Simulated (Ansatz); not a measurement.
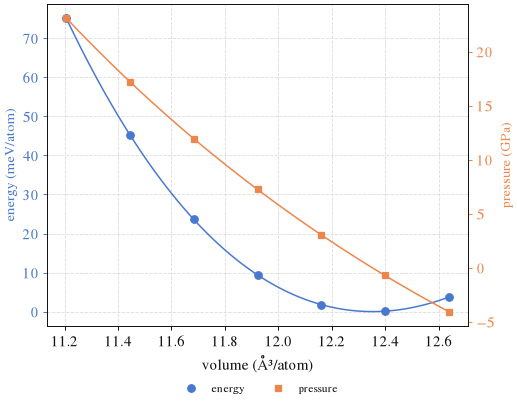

Energy and pressure against volume for SnO₂, space group P4_2/mnm (No. 136).

A third-order Birch–Murnaghan fit gives V0 = 12.35 Å³/atom, B0 = 188 GPa and B′ = 4.8. The energy is 75.12 meV/atom at volume 11.21 Å³/atom and 3.69 meV/atom at 12.64 Å³/atom; the lowest computed point is at volume 12.40 Å³/atom (0.11 meV/atom). The pressure falls from 23.09 GPa at volume 11.21 Å³/atom to −4.05 GPa at 12.64 Å³/atom, and changes sign near 12.35 Å³/atom.

Computed with Ansatz 0.2.0: plane-wave DFT, no spin polarisation; energies at scaled volumes of the given cell, shape and fractions fixed, counted from the fit's minimum, third-order Birch-Murnaghan fit. Level: RPBE with D4.

```csv
setting,value
k mesh,6×6×8
occupations,Fermi–Dirac
smearing width,0.05 eV
potentials,Ansatz PAW
wave cutoff,420 eV
density cutoff,1680 eV
```

The given structure:
```
Sn O
1.0
     4.73800    0.00000    0.00000
     0.00000    4.73800    0.00000
     0.00000    0.00000    3.18650
Sn O
2 4
Direct
  0.50000 0.50000 0.50000
  0.00000 0.00000 0.00000
  0.80710 0.19290 0.50000
  0.69290 0.69290 0.00000
  0.19290 0.80710 0.50000
  0.30710 0.30710 0.00000
```

Limits of the calculation: the functional was run on potentials made for another functional; shape and atomic fractions are frozen while scaling, which makes layered, chain and framework solids too stiff.
